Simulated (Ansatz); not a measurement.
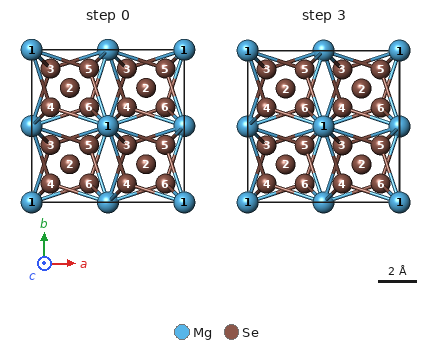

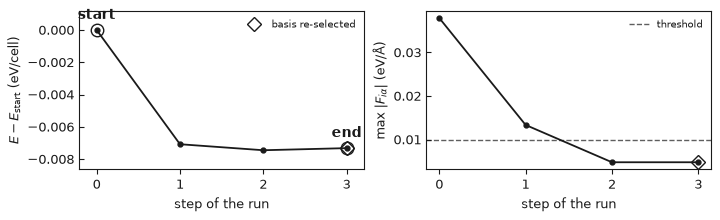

First and last geometry of a relaxation of solid MgSe5 (a generated structure, set up in F-43m), with the history of the run. A ball-and-stick model of the conventional cell (4 times the calculation's cell), seen along the c axis. Lengths and directions refer to the drawn axes.

Computed with Ansatz 0.2.0, DFT PBE, scalar-relativistic, plane waves, PAW. (plane-wave cutoff 420 eV; k-point mesh 8 × 8 × 8; occupations gaussian; smearing width 0.1 eV; no spin polarisation; cell and atoms relaxed; force threshold 0.01 eV/Å; at most 80 steps)

What do the curves and the structures tell?

Answer. It converged. The largest moves relative to the cell, 0.010 Å, are those of Se3, Se4, Se5 and Se6. Se3 goes along [1 −1 1]. Mg stays in place. Cell: a = b = c 8.139 → 8.095 Å (−0.5 %). Volume −1.6 %. Some distances before and after: Mg1–Se3 3.378 → 3.358 Å. The space group stays F-43m (No. 216). Over 2 accepted moves (3 points after the start) the energy falls by 7.3 meV per cell of the calculation. The largest force component goes from 0.038 to 0.0048 eV/Å. The pressure goes from −0.84 to 0.02 GPa. The SCF was repeated once at an unchanged geometry on a basis and grid sized afresh for the cell, which shifted the energy by 0.1 meV per cell of the calculation at most.

```json
{"step": "0", "E − E(0), meV/atom": "0.00", "largest force component, eV/Å": "0.0379", "pressure, GPa": "-0.84", "volume, Å³/atom": "22.467", "note": ""}
{"step": "1", "E − E(0), meV/atom": "-1.18", "largest force component, eV/Å": "0.0133", "pressure, GPa": "0.20", "volume, Å³/atom": "22.035", "note": ""}
{"step": "2", "E − E(0), meV/atom": "-1.24", "largest force component, eV/Å": "0.0048", "pressure, GPa": "0.01", "volume, Å³/atom": "22.105", "note": ""}
{"step": "3", "E − E(0), meV/atom": "-1.22", "largest force component, eV/Å": "0.0048", "pressure, GPa": "0.02", "volume, Å³/atom": "22.105", "note": "same geometry, new basis"}
```
